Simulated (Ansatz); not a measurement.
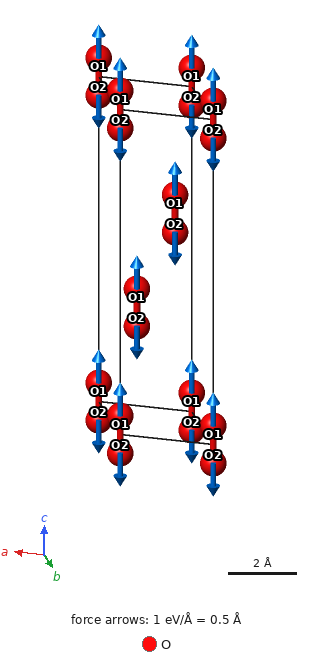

A changed version of a crystal of O (set up in R-3m), with the computed forces as blue arrows. Besides, the cell is strained by 0.0 % along c and +1.0 % across it (volume +2.0 %). The picture is a ball-and-stick view of the conventional cell (3 times the calculation's cell), seen from a free direction. Lengths and directions refer to the drawn axes.

Level of theory: DFT, PBEsol, PAW with Ansatz's default frozen-core files, scalar-relativistic in Ansatz 0.2.0. Settings: plane-wave cutoff 420 eV; k-point mesh 10 × 10 × 10; occupations fermi dirac; smearing width 0.02 eV; no spin polarisation.

Question: Describe the distortion and the response.

Answer: The atoms keep their fractional coordinates. No relaxation follows. The energy rises by 12.7 meV per atom. The pressure goes from 1.5 to 1.4 GPa. The principal stresses (compression positive) are 20.9 GPa along c and −8.3 GPa across it. The largest forces, 2.1 eV/Å, act on O1 and O2; on O1 it points along +c. The space group stays R-3m (No. 166).
